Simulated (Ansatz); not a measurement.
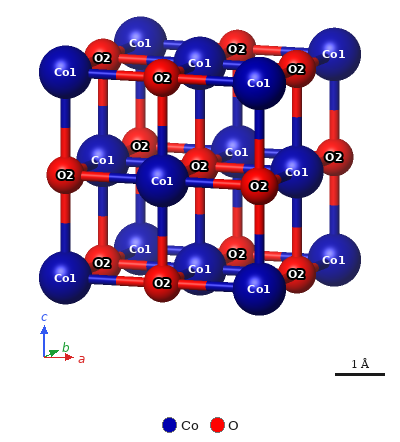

**Figure 1.** The structure (ball-and-stick view of the cell 4 times as large as that of the calculation, set on its symmetry axes, seen slightly off an axis; atoms are numbered from 1 in the order of the input). An atom can appear more than once, as a periodic image.

# CoO: a changed input and its effect

System: CoO (Fm-3m, 2 atoms in the cell).
Method of run 1: DFT PBE, scalar-relativistic, plane waves, PAW, spin-polarised (Ansatz 0.2.0).

The structure derives from an entry of the Crystallography Open Database. Text and figures count atoms from 1; the logs count them from 0 in places.

Input file, run 1:
```yaml
crystal:
  lattice:
    - [0.0, 2.1315, 2.1315]
    - [2.1315, 0.0, 2.1315]
    - [2.1315, 2.1315, 0.0]
  atoms:
    - { symbol: Co, position: [0.0, 0.0, 0.0], spin: 3.0 }
    - { symbol: O, position: [0.5, 0.5, 0.5] }
basis:
  ecutwfc: 420
  ecutrho_ratio: 4
kpoints:
  mp_grid: { grid: [14, 14, 14] }
hamiltonian:
  xc: pbe
scf:
  occupations: { method: gaussian, width: 0.05 }
output:
  forces: true
  stress: true
  eigenvalues: true
  populations: true
magnetization:
  spin_polarized: true
```

Command:
```bash
ansatz run input.yaml --threads 1 --pin off --max-ram 2560MiB --backend cpu --events-out ev --progress --plain --runs-dir out
```

Hardware: 1 thread of Intel Xeon @ 2.50GHz (Skylake/Cascade Lake), 64 GiB of memory available, shared host.

Output, shortened to warnings, some set-up lines, iterations and results (run 1):
```
Basis set: ecut = 420 eV, 339 PW (Γ), exchange–correlation on 48×48×48 points (8 copies of the dense FFT grid, shifted against one another)
Symmetry: 48 space group operations
k-points: 104 of 2744
Initial density: superposition of atomic densities (chi_scale 0.1, normalization cell, long waves kept (reshape's long-wave potential 0.00 eV rms))
[...]
SCF iter   1: F=—  HF=-5691.389306 eV  |F-HF|=—  |Δ(HF+E_count)|=         —  Δρ=1.63e-1 (↑4.65e-2 ↓1.63e-1)  dr2=5.68e0  dr2_m=7.72e-1  M=2.326 μB ∫|m|=2.326 μB  β_m=0.30  …
SCF iter   2: F=—  HF=-5691.816419 eV  |F-HF|=—  |Δ(HF+E_count)|=   4.27e-1  Δρ=4.57e-2 (↑3.23e-2 ↓4.57e-2)  dr2=5.16e-1  dr2_m=1.11e-1  M=2.823 μB ∫|m|=2.824 μB  β_m=0.34  …
SCF iter   3: F=—  HF=-5692.010961 eV  |F-HF|=—  |Δ(HF+E_count)|=   1.95e-1  Δρ=3.26e-2 (↑2.38e-2 ↓3.26e-2)  dr2=6.82e-2  dr2_m=9.40e-2  M=2.958 μB ∫|m|=2.960 μB  β_m=0.64  …
SCF iter   4: F=—  HF=-5692.070485 eV  |F-HF|=—  |Δ(HF+E_count)|=         —  Δρ=8.40e-3 (↑8.40e-3 ↓6.27e-3)  dr2=4.91e-3  dr2_m=7.51e-3  M=2.952 μB ∫|m|=2.962 μB  β_m=0.64  …
SCF iter   5: F=—  HF=-5692.095182 eV  |F-HF|=—  |Δ(HF+E_count)|=   2.47e-2  Δρ=6.37e-3 (↑4.13e-3 ↓6.37e-3)  dr2=5.66e-3  dr2_m=2.54e-3  M=2.970 μB ∫|m|=2.983 μB  β_m=0.79  …
SCF iter   6: F=—  HF=-5692.103713 eV  |F-HF|=—  |Δ(HF+E_count)|=   8.53e-3  Δρ=5.83e-3 (↑4.00e-3 ↓5.83e-3)  dr2=1.03e-2  dr2_m=3.57e-4  M=2.954 μB ∫|m|=2.968 μB  β_m=0.63  …
SCF iter   7: F=—  HF=-5692.101225 eV  |F-HF|=—  |Δ(HF+E_count)|=   2.49e-3  Δρ=1.28e-3 (↑9.64e-4 ↓1.28e-3)  dr2=2.25e-4  dr2_m=1.80e-4  M=2.972 μB ∫|m|=2.988 μB  β_m=0.72  …
SCF iter   8: F=—  HF=-5692.101303 eV  |F-HF|=—  |Δ(HF+E_count)|=   7.89e-5  Δρ=4.71e-4 (↑3.84e-4 ↓4.71e-4)  dr2=6.95e-5  dr2_m=3.37e-6  M=2.971 μB ∫|m|=2.988 μB  β_m=0.65  …
SCF iter   9: F=—  HF=-5692.101309 eV  |F-HF|=—  |Δ(HF+E_count)|=   5.09e-6  Δρ=9.60e-5 (↑9.60e-5 ↓6.25e-5)  dr2=2.31e-7  dr2_m=1.08e-6  M=2.972 μB ∫|m|=2.988 μB  β_m=0.80  …
SCF iter  10: F=—  HF=-5692.101309 eV  |F-HF|=—  |Δ(HF+E_count)|=   5.16e-8  Δρ=1.48e-5 (↑7.86e-6 ↓1.48e-5)  dr2=5.88e-8  dr2_m=1.03e-8  M=2.972 μB ∫|m|=2.988 μB  β_m=0.86  …
SCF iter  11: F=-5692.101309 eV  HF=-5692.101309 eV  |F-HF|=6.55e-11  |Δ(HF+E_count)|=   2.78e-8  Δρ=2.20e-6 (↑8.92e-7 ↓2.20e-6)  dr2=3.33e-10  dr2_m=3.72e-10  M=2.972 μB …
SCF 1 converged in 11 iterations: F = -5692.101309 eV  dr2 = 3.33e-10
SCF converged after 11 iterations
Magnetization: 2.9717 μB (12.9859 up, 10.0141 down)
Absolute magnetization: 2.9883 μB (∫|ρ↑−ρ↓|, with the PAW one-centre terms)
Spin contamination: 0.0069 ħ² per cell (⟨S²⟩ above its minimum at these occupations)
Per-site moments (μB) at R_I (Å): [(2.5212985932695005, 0.87924375), (0.33475710330735137, 0.87924375)]
Free energy (F): -5692.101309 eV
Harris-Foulkes:  -5692.101309 eV  (|F-HF|=6.55e-11)
Internal energy: -5692.096800 eV  (E = F + TS)
E sigma→0 (E₀):  -5692.099054 eV
Entropy (-TS):   -0.004509 eV (-2.254 meV/atom)
Fermi energy:    13.852976 eV
--- Per-component energies (eV) ---
  E_band       = -306.398821
  E_kinetic    = 617.309927
  E_local      = -3436.711461  (includes V_loc(G=0)·N_el)
  E_nonlocal   = 514.152131
  E_hartree    = 1410.676946
  E_xc         = -228.581780
  E_vxc        = -293.755476  (∫ρ·V_xc dr)
  E_paw        = -1676.880010  (= ΣΔE_a)
  E_vpaw       = -528.751599  (= ΣTr[D̂ρ^β])
  E_aug_tail   = 0.002513  (compensation charges beyond the density's cutoff)
  E_ewald      = -2892.065066
  E_smearing   = -0.004509  (= −TS)
  E_closure    = 0.000000  (closes the sum)
  Σ components = -5692.101309   (vs F -5692.101309, Δ=0.00e0)
--- Forces (eV/Å), atoms counted from 1 ---
  atom   1  Co    -0.00000000     0.00000000     0.00000000
  atom   2  O      0.00000000    -0.00000000     0.00000000
  max |Σ_I F_I| component: 1.01e-29 eV/Å
--- Stress (GPa, compression-positive) ---
       -1.680452       0.000000      -0.000000
       -0.000000      -1.680452      -0.000000
        0.000000       0.000000      -1.680452
  P = ⅓ Tr σ = -1.6805 GPa (-16.805 kbar)
--- Löwdin populations: 2 sites ---
  site symbol       q [e]    m [muB]
     0     Co     15.9007     2.5569
     1      O      6.9774     0.4197
  spilling = 0.005302 (of n_electrons = 23.000000)
```

For run 2 the input was changed thus:
```diff
-    - [0.0, 2.1315, 2.1315]
-    - [2.1315, 0.0, 2.1315]
-    - [2.1315, 2.1315, 0.0]
+    - [0.0, 2.1235103468, 2.1235103468]
+    - [2.1235103468, 0.0, 2.1235103468]
+    - [2.1235103468, 2.1235103468, 0.0]
-    - { symbol: Co, position: [0.0, 0.0, 0.0], spin: 3.0 }
+    - { symbol: Co, position: [0.0, 0.0, 0.0], spin: 2.77 }
```

What does this change do to the results?

With the same functional and potentials, run 2 lies 0.45 meV per atom lower. The pressure goes from −1.68 to 0.25 GPa. The volume per atom goes from 9.68 to 9.58 Å³. The SCF takes 12 iterations against 11.

Output, shortened to warnings, some set-up lines, iterations and results (run 2):
```
Basis set: ecut = 420 eV, 339 PW (Γ), exchange–correlation on 48×48×48 points (8 copies of the dense FFT grid, shifted against one another)
Symmetry: 48 space group operations
k-points: 104 of 2744
Initial density: superposition of atomic densities (chi_scale 0.1, normalization cell, long waves kept (reshape's long-wave potential 0.00 eV rms))
[...]
SCF iter   1: F=—  HF=-5691.289169 eV  |F-HF|=—  |Δ(HF+E_count)|=         —  Δρ=1.44e-1 (↑5.94e-2 ↓1.44e-1)  dr2=5.57e0  dr2_m=3.86e-1  M=2.298 μB ∫|m|=2.298 μB  β_m=0.30  …
SCF iter   2: F=—  HF=-5691.789239 eV  |F-HF|=—  |Δ(HF+E_count)|=   5.00e-1  Δρ=4.38e-2 (↑4.04e-2 ↓4.38e-2)  dr2=5.56e-1  dr2_m=1.34e-1  M=2.748 μB ∫|m|=2.748 μB  β_m=0.34  …
SCF iter   3: F=—  HF=-5692.020851 eV  |F-HF|=—  |Δ(HF+E_count)|=   2.32e-1  Δρ=4.00e-2 (↑3.07e-2 ↓4.00e-2)  dr2=6.67e-2  dr2_m=1.71e-1  M=2.935 μB ∫|m|=2.938 μB  β_m=0.67  …
SCF iter   4: F=—  HF=-5692.048799 eV  |F-HF|=—  |Δ(HF+E_count)|=         —  Δρ=9.60e-3 (↑9.60e-3 ↓8.30e-3)  dr2=8.72e-3  dr2_m=7.33e-3  M=2.920 μB ∫|m|=2.930 μB  β_m=0.67  …
SCF iter   5: F=—  HF=-5692.090422 eV  |F-HF|=—  |Δ(HF+E_count)|=   4.16e-2  Δρ=4.16e-3 (↑4.16e-3 ↓3.41e-3)  dr2=1.71e-3  dr2_m=1.86e-3  M=2.928 μB ∫|m|=2.941 μB  β_m=0.80  …
SCF iter   6: F=—  HF=-5692.102886 eV  |F-HF|=—  |Δ(HF+E_count)|=   1.25e-2  Δρ=8.12e-3 (↑3.03e-3 ↓8.12e-3)  dr2=1.13e-2  dr2_m=2.22e-3  M=2.960 μB ∫|m|=2.975 μB  β_m=0.70  …
SCF iter   7: F=—  HF=-5692.102046 eV  |F-HF|=—  |Δ(HF+E_count)|=   8.40e-4  Δρ=1.63e-3 (↑1.63e-3 ↓1.19e-3)  dr2=5.11e-4  dr2_m=1.41e-4  M=2.942 μB ∫|m|=2.957 μB  β_m=0.72  …
SCF iter   8: F=—  HF=-5692.102199 eV  |F-HF|=—  |Δ(HF+E_count)|=   1.53e-4  Δρ=8.62e-4 (↑8.62e-4 ↓4.95e-4)  dr2=5.73e-5  dr2_m=6.85e-5  M=2.952 μB ∫|m|=2.968 μB  β_m=0.76  …
SCF iter   9: F=—  HF=-5692.102203 eV  |F-HF|=—  |Δ(HF+E_count)|=   4.03e-6  Δρ=2.50e-4 (↑2.50e-4 ↓1.99e-4)  dr2=2.38e-5  dr2_m=3.05e-6  M=2.952 μB ∫|m|=2.969 μB  β_m=0.71  …
SCF iter  10: F=—  HF=-5692.102214 eV  |F-HF|=—  |Δ(HF+E_count)|=   1.05e-5  Δρ=7.02e-5 (↑7.02e-5 ↓5.61e-5)  dr2=1.62e-6  dr2_m=3.20e-7  M=2.953 μB ∫|m|=2.969 μB  β_m=0.85  …
SCF iter  11: F=—  HF=-5692.102214 eV  |F-HF|=—  |Δ(HF+E_count)|=   8.97e-7  Δρ=7.24e-6 (↑6.35e-6 ↓7.24e-6)  dr2=2.58e-8  dr2_m=1.73e-9  M=2.953 μB ∫|m|=2.969 μB  β_m=0.93  …
SCF iter  12: F=-5692.102214 eV  HF=-5692.102214 eV  |F-HF|=7.28e-12  |Δ(HF+E_count)|=   1.28e-8  Δρ=1.94e-6 (↑1.35e-6 ↓1.94e-6)  dr2=7.25e-11  dr2_m=4.60e-10  M=2.953 μB …
SCF 1 converged in 12 iterations: F = -5692.102214 eV  dr2 = 7.25e-11
SCF converged after 12 iterations
Magnetization: 2.9528 μB (12.9764 up, 10.0236 down)
Absolute magnetization: 2.9689 μB (∫|ρ↑−ρ↓|, with the PAW one-centre terms)
Spin contamination: 0.0073 ħ² per cell (⟨S²⟩ above its minimum at these occupations)
Per-site moments (μB) at R_I (Å): [(2.5056664187646156, 0.875948018055), (0.33002505290603723, 0.875948018055)]
Free energy (F): -5692.102214 eV
Harris-Foulkes:  -5692.102214 eV  (|F-HF|=7.28e-12)
Internal energy: -5692.097594 eV  (E = F + TS)
E sigma→0 (E₀):  -5692.099904 eV
Entropy (-TS):   -0.004620 eV (-2.310 meV/atom)
Fermi energy:    14.078660 eV
--- Per-component energies (eV) ---
  E_band       = -301.827989
  E_kinetic    = 617.786361
  E_local      = -3419.956211  (includes V_loc(G=0)·N_el)
  E_nonlocal   = 514.223199
  E_hartree    = 1404.475895
  E_xc         = -228.723631
  E_vxc        = -293.953200  (∫ρ·V_xc dr)
  E_paw        = -1676.959338  (= ΣΔE_a)
  E_vpaw       = -528.883026  (= ΣTr[D̂ρ^β])
  E_aug_tail   = 0.002517  (compensation charges beyond the density's cutoff)
  E_ewald      = -2902.946387
  E_smearing   = -0.004620  (= −TS)
  E_closure    = 0.000000  (closes the sum)
  Σ components = -5692.102214   (vs F -5692.102214, Δ=0.00e0)
--- Forces (eV/Å), atoms counted from 1 ---
  atom   1  Co    -0.00000000     0.00000000     0.00000000
  atom   2  O      0.00000000    -0.00000000     0.00000000
  max |Σ_I F_I| component: 2.14e-29 eV/Å
--- Stress (GPa, compression-positive) ---
        0.253041      -0.000000      -0.000000
       -0.000000       0.253041       0.000000
        0.000000       0.000000       0.253041
  P = ⅓ Tr σ = 0.2530 GPa (2.530 kbar)
--- Löwdin populations: 2 sites ---
  site symbol       q [e]    m [muB]
     0     Co     15.9040     2.5422
     1      O      6.9745     0.4153
  spilling = 0.005281 (of n_electrons = 23.000000)
```

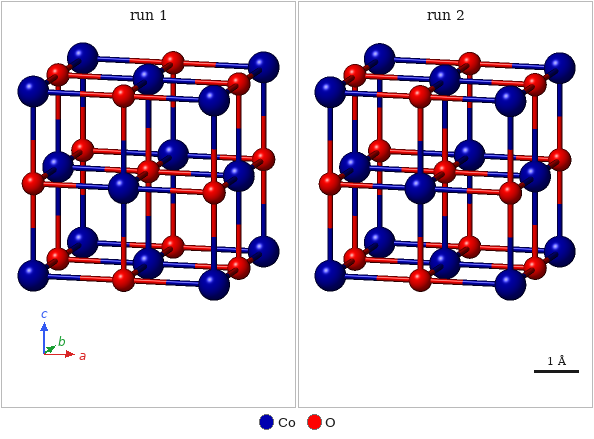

**Figure 2.** The two input geometries at one scale (ball-and-stick view of the cell 4 times as large as that of the calculation, set on its symmetry axes, seen slightly off an axis). The atoms keep their places relative to the cell (all moves are under 0.005 Å). Cell: a = b = c 4.263 → 4.247 Å (−0.4 %). Volume −1.1 %. Among the contacts that change: Co–O 2.131 → 2.124 Å.

The two runs side by side:

```csv
quantity,run 1,run 2
outcome,converged,converged
free energy per atom (eV),−2846.0507,−2846.0511
"energy per atom, smearing taken to zero (eV)",−2846.0495,−2846.0500
gap on the mesh (eV),0.00,0.00
net moment of the cell (μB),2.97,2.95
absolute moment of the cell (μB),2.99,2.97
pressure (GPa),−1.68,0.25
volume per atom (Å³),9.68,9.58
largest force (eV/Å),0.000,0.000
SCF iterations,11,12
irreducible k-points,104,104
plane waves at Γ,339,339
wall time (shared host),9 s,9.2 s
```
